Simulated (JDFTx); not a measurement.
System: rocksalt KF, space group Fm-3m (No. 225), 2 atoms in the primitive cell. The cell is scaled uniformly. Computed with JDFTx 1.7.0 (patched build): LDA, PseudoDojo-SR-LDA-0.4.1-standard with smoothed tails, no spin polarisation, no spin-orbit coupling, 9×9×9 k mesh, 1143 eV cutoff, Fermi-Dirac smearing of 0.05 eV.

At a = 5.344 Å the lowest conduction level lies 5.82 eV (Γ) above the valence top at Γ.

How does this level move from a = 5.235 Å to a = 5.449 Å?

Answer. Γ falls by 0.61 eV. A straight line against ln V has a slope of −5.1 eV at Γ.

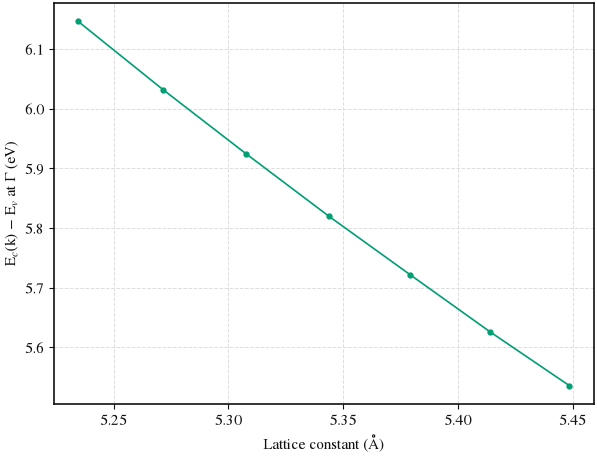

Lowest conduction level at Γ, counted from the valence-band top at Γ.

| cell | Γ (eV) | pressure (GPa) |
| --- | --- | --- |
| a = 5.235 Å | 6.15 | −1.7 |
| a = 5.271 Å | 6.03 | −2.4 |
| a = 5.308 Å | 5.92 | −3.0 |
| a = 5.344 Å | 5.82 | −3.6 |
| a = 5.379 Å | 5.72 | −4.0 |
| a = 5.414 Å | 5.63 | −4.4 |
| a = 5.449 Å | 5.54 | −4.8 |

LDA, GGA and most meta-GGA functionals understate gaps.
